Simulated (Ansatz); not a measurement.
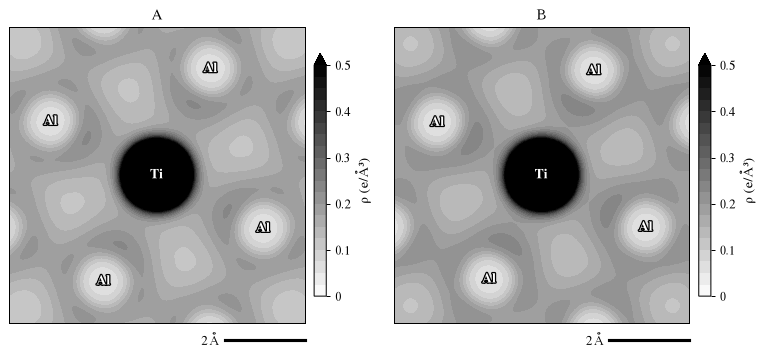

Ti$_{3}$Al$_{2}$. The valence electron density of two cells that differ in size, on the (001) plane of each (indices in the axes of the calculation cell), at one length scale and on one colour scale; one has 16.9 and the other 18.1 Å³ an atom.

Theory: DFT PBE, scalar-relativistic, plane waves, PAW in Ansatz 0.2.0.

In a PAW calculation such maps are meaningful between the atoms, not at the nuclei.

The larger cell:

```
Ti Al
1.0
     6.69118    0.00000    0.00000
     0.00000    6.69118    0.00000
     0.00000    0.00000    4.03743
Ti Al
6 4
Cartesian
  0.0000 0.0000 0.0000
  3.3456 3.3456 2.0187
  6.0101 2.0084 2.0187
  0.6811 4.6828 2.0187
  4.6828 6.0101 2.0187
  2.0084 0.6811 2.0187
  5.3554 4.0371 0.0000
  1.3358 2.6541 0.0000
  4.0371 1.3358 0.0000
  2.6541 5.3554 0.0000
```

The smaller cell: a = 6.543 Å, b = 6.543 Å, c = 3.953 Å, α = 90.00°, β = 90.00°, γ = 90.00°.

> Which is the denser cell? Describe the effect of the change.

Panel B is the smaller cell, by 6 % in volume. From the larger cell to the smaller, Ti–Al goes from 2.97 to 2.91 Å, and the density at its midpoint from 0.19 to 0.2 e/Å³; the pressure goes from −9 to −3.1 GPa.
